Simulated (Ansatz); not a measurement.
# W: what the fields show

```cif
data_structure
_symmetry_space_group_name_H-M 'P 1'
_symmetry_Int_Tables_number 1
_cell_length_a 3.1647
_cell_length_b 3.1647
_cell_length_c 3.1647
_cell_angle_alpha 90.000
_cell_angle_beta 90.000
_cell_angle_gamma 90.000
_cell_volume 31.70
loop_
_atom_site_label
_atom_site_type_symbol
_atom_site_fract_x
_atom_site_fract_y
_atom_site_fract_z
_atom_site_occupancy
W1 W 0.00000 0.00000 0.00000 1
W2 W 0.50000 0.50000 0.50000 1
```

Space group Im-3m; computed pressure about 11 GPa in this cell; spin-polarised.

The calculation used Ansatz 0.2.0, DFT, PBE, PAW with Ansatz's default frozen-core files, scalar-relativistic.

Core electrons are frozen (PAW), and the valence fields are smoothed inside the atomic spheres.

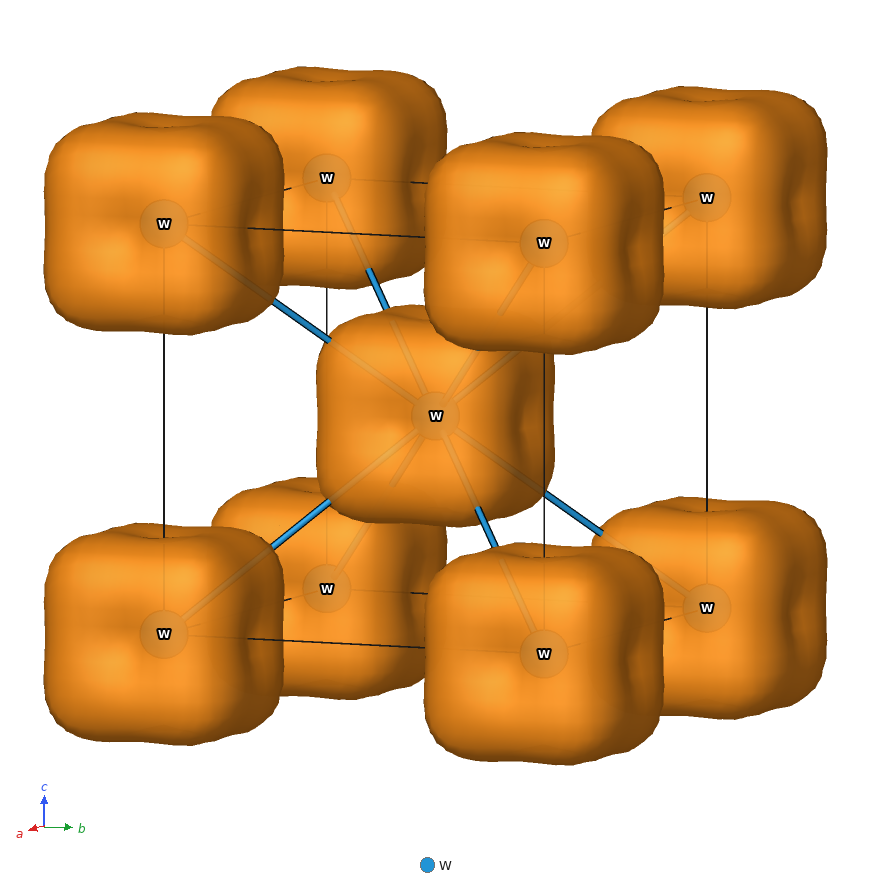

Figure 1. Isosurface of the magnetisation density (up minus down) at +0.08 e/Å³ (orange), seen slightly off an axis. Sticks mark near contacts.

Question: Where is the spin, and how is it ordered?

Answer: The spin density sits on W: +0.6 μB (×2) in one cell of 2 atoms: parallel main moments, as they must be, since the calculation's own cell holds one magnetic site. The cell of the calculation (1 atoms) carries 0.9 μB of net spin moment.

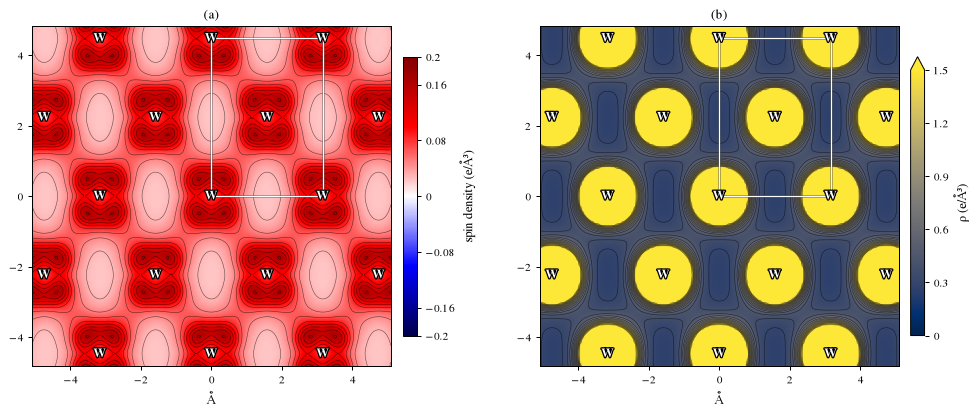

Figure 2. (a) spin density; (b) valence pseudo-density on the (011̄) plane of the conventional cell.

Question: Read the bonding off the picture.

Answer:
- The plane passes through W nuclei.
- W–W (2.74 Å): the density is about 0.41 e/Å³ at the midpoint.
- Between the atoms the lowest density in this plane is 0.27 e/Å³.

Question: Does the calculation give a band gap?

Answer: It is metallic or semimetallic at this level of theory: no gap opens.
